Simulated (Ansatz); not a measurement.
# A thicker film of CaO (110) from two thinner ones

In a field along its normal an insulating film takes a dipole p. Written as a length, p/(ε₀AE), it should grow by 1 − 1/ε for each ångström added.

Set-up. Ansatz 0.2.0, plane waves with PAW datasets (its set soft_2), PBE; rocksalt films relaxed at a bulk in-plane lattice constant near the measured one, then held in weak fields of both signs with a dipole correction (A is the cell's area, E the outer field).

| run | distance between the outer atoms (Å) | p/(ε₀AE) (Å) |
| --- | --- | --- |
| 5 units | 6.624 | 7.488 |
| 8 units | 11.762 | 11.205 |
| 12 units | 18.609 | ? |

**Question.** What value belongs in the row marked “?”, and how far can the other rows tell?

Two rows fix a line: slope = (11.205 − 7.488) / (11.762 − 6.624) = 0.7234, intercept 2.6963. That slope means ε = 1/(1 − 0.7234) = 3.62. At 18.609 it gives 0.7234 × 18.609 + 2.6963 = 16.158 Å, beyond the rows fitted. Rounding of the rows alone allows about ±0.003 Å there; two rows can't show whether the line holds.

The run itself gives 16.253 Å: a miss of +0.095 Å, or 0.6 % of the value. The length is met to within 1 %, though ε is more sensitive than the length: the two thickest films give ε = 3.81.

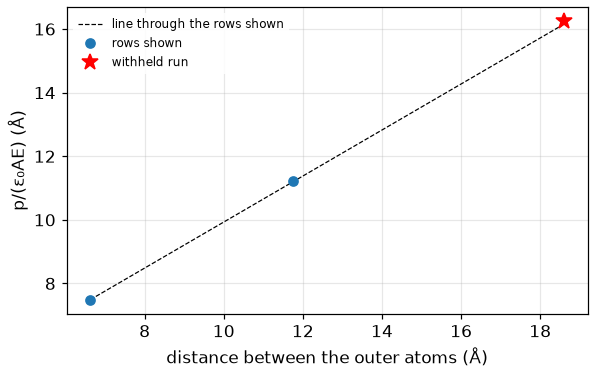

The fit and the withheld run.

**Limits.** This is the electronic response alone. A unit is one step of the cut along the normal (a plane, a pair of planes or a cell), and the layers relax along it, away from their bulk spacing where the functional's lattice constant differs from the one held.
